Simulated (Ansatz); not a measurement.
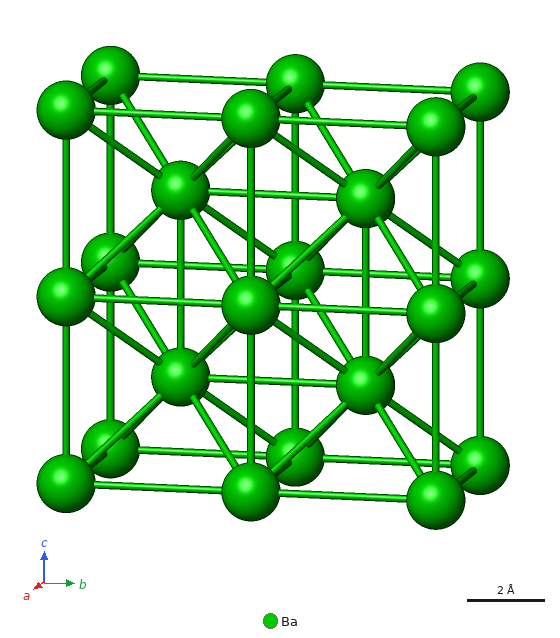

Reference structure: a symmetric starting cell of Ba. The picture is a ball-and-stick view of the conventional cell (2 times the calculation's cell), repeated 1 × 2 × 2 with one cell outlined, seen slightly off an axis. Lengths and directions refer to the drawn axes.

Level of theory: DFT PBEsol, scalar-relativistic, plane waves, PAW in Ansatz. (plane-wave cutoff 420 eV; k-point mesh 10 × 10 × 10; occupations gaussian; smearing width 0.1 eV; no spin polarisation)

Now this is done to it. The cell is strained by +4.6 % roughly along [1 −2 0], +3.5 % along [−1 0 3], +3.5 % along [3 2 1] (volume +12.1 %), the atoms keeping their fractional coordinates. No relaxation follows. The starting cell wasn't computed here and needn't be at equilibrium, so pressure and forces aren't due to the change alone.

**What does the calculation give for the changed structure?**

Among the bonded contacts that change: Ba–Ba 5.000 → 5.178 to 5.219 Å, Ba–Ba 4.330 → 4.483 to 4.516 Å. The space group (tolerance 0.01 Å) goes from Im-3m (No. 229) to C2/m (No. 12). The pressure is −1.3 GPa (not all of it need come from the change, since the unchanged cell can be under pressure at this level too). The principal stresses (compression positive) are −1.4 GPa along [3 −3 1] and −1.3 GPa across it. All forces vanish by symmetry.

Drawn alike, the variant:

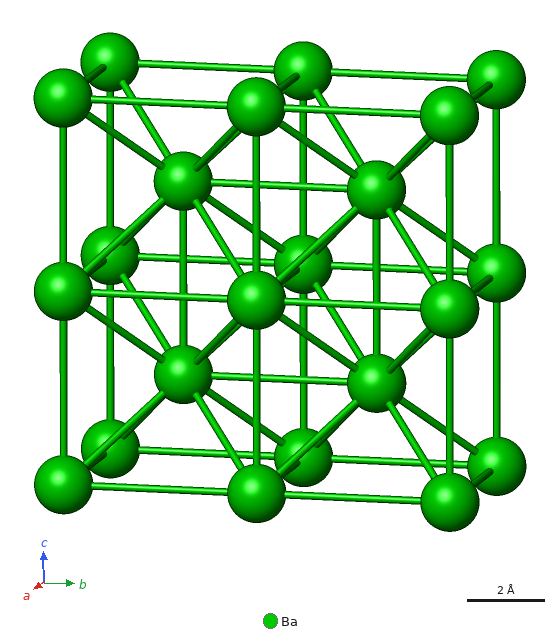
